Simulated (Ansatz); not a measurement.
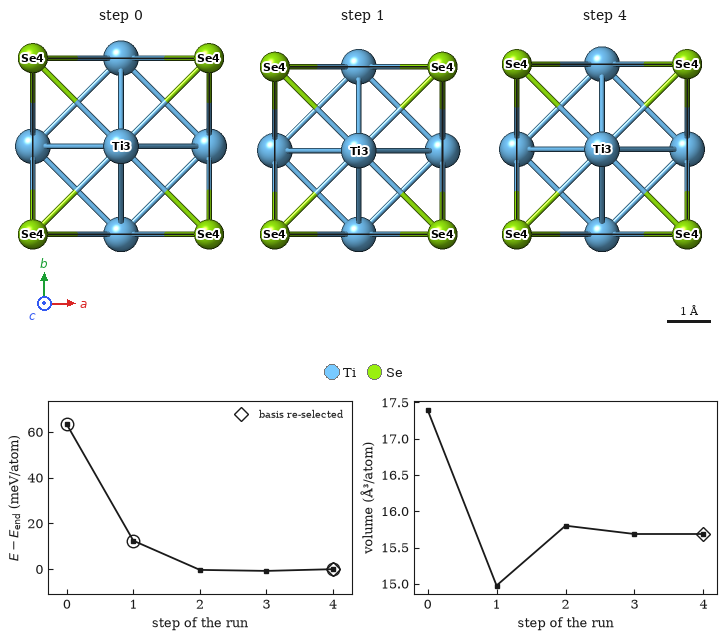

Frames of a relaxation of a crystal of Ti$_{3}$Se (built on the Cu3Au (L1_2)_221 type) (coarse preliminary run), marked on the history of the run. The picture is a ball-and-stick view of the cell of the calculation, seen along the c axis.

Case: Cu3Au (L1_2) type (Pm-3m, No. 221).

Computed with Ansatz, DFT r2SCAN, scalar-relativistic, plane waves, PAW.

The input:
```yaml
crystal:
  lattice:
    - [4.1132981672, 0.0, 0.0]
    - [0.0, 4.1132981672, 0.0]
    - [0.0, 0.0, 4.1132981672]
  atoms:
    - { symbol: Ti, position: [0.0, 0.5, 0.5] }
    - { symbol: Ti, position: [0.5, 0.0, 0.5] }
    - { symbol: Ti, position: [0.5, 0.5, 0.0] }
    - { symbol: Se, position: [0.0, 0.0, 0.0] }
basis:
  ecutwfc: 500
kpoints:
  mp_grid: { grid: [4, 4, 4] }
hamiltonian:
  xc: r2scan
scf:
  occupations: { method: gaussian, width: 0.1 }
  lower_state_search: "off"
output:
  forces: true
  stress: true
  eigenvalues: true
relax:
  adjacent_minimum: "off"
  f_tol: 0.04
  max_steps: 70
  cell: { stress_tol: 0.4 }
```

Run as
```bash
ansatz run input.yaml --threads 1 --pin off --max-ram 2560MiB --backend cpu --events-out ev --progress --plain --runs-dir out
```

### What happens along the run?

The atoms keep their places relative to the cell (all moves are under 0.005 Å). The drawn cell changes as follows: a = b = c 4.113 → 3.974 Å (−3.4 %); the volume changes by −9.8 %. Near-neighbour distances that change, for instance: Ti1–Ti2 2.909 → 2.810 Å, Ti1–Se4 2.909 → 2.810 Å. The space group stays Pm-3m (No. 221). The energy falls by 63.3 meV per atom in 3 accepted moves (4 points after the start). All forces vanish by symmetry, so only the cell relaxes. Pressure: −10.72 GPa at the start and −0.10 GPa at the end. The SCF was repeated once at an unchanged geometry on a basis and grid sized afresh for the cell, which shifted the energy by 0.8 meV per atom at most. From step 0 to 1: volume −13.9 %, energy −50.8 meV per atom. From step 1 to 4: volume +4.7 %, energy −12.5 meV per atom.

```json
{"step": "0", "E − E(0), meV/atom": "0.00", "pressure, GPa": "-10.72", "volume, Å³/atom": "17.398", "note": ""}
{"step": "1", "E − E(0), meV/atom": "-50.84", "pressure, GPa": "6.44", "volume, Å³/atom": "14.976", "note": ""}
{"step": "2", "E − E(0), meV/atom": "-63.62", "pressure, GPa": "-0.98", "volume, Å³/atom": "15.801", "note": ""}
{"step": "3", "E − E(0), meV/atom": "-64.06", "pressure, GPa": "-0.06", "volume, Å³/atom": "15.687", "note": ""}
{"step": "4", "E − E(0), meV/atom": "-63.30", "pressure, GPa": "-0.10", "volume, Å³/atom": "15.687", "note": "same geometry, new basis"}
```

Limits of the set-up: the k-point mesh is coarse for a cell with partly filled bands.
